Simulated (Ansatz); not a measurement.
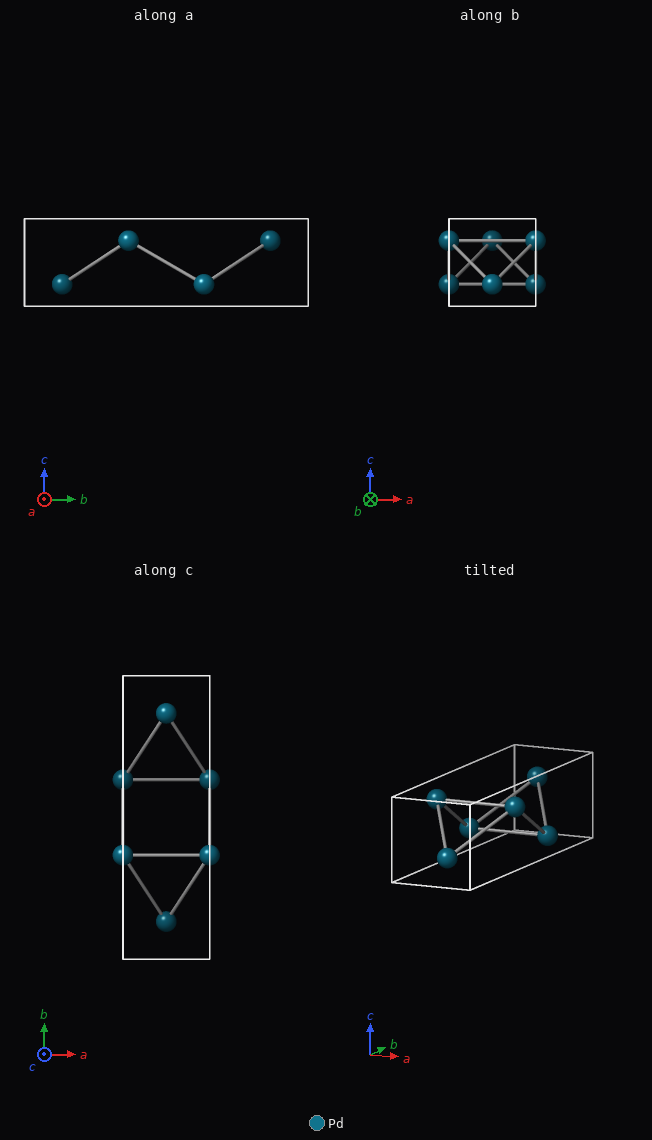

The crystal in a ball-and-stick representation, seen along the a axis, along the b axis, along the c axis and slightly off an axis. The parallelepiped is the conventional unit cell.

Lattice parameters: a = 2.7090 Å, b = 8.8705 Å, c = 2.7314 Å, α = 90.000°, β = 90.000°, γ = 90.000°.

From the views, write a CIF with its space group and independent sites, with free fractional coordinates to two decimals.

Answer.
```cif
data_structure
_symmetry_space_group_name_H-M 'C m c m'
_symmetry_Int_Tables_number 63
_cell_length_a 2.7090
_cell_length_b 8.8705
_cell_length_c 2.7314
_cell_angle_alpha 90.000
_cell_angle_beta 90.000
_cell_angle_gamma 90.000
_cell_volume 65.64
loop_
_atom_site_label
_atom_site_type_symbol
_atom_site_symmetry_multiplicity
_atom_site_Wyckoff_symbol
_atom_site_fract_x
_atom_site_fract_y
_atom_site_fract_z
_atom_site_occupancy
Pd1 Pd 4 c 0.00 0.63 0.25 1
```

The structure was taken from a structure type filled with this element by a generator (whether the element takes this form wasn't checked). This is the structure after a relaxation with DFT, revPBE, plane waves (420 eV) with PAW, scalar-relativistic in Ansatz.
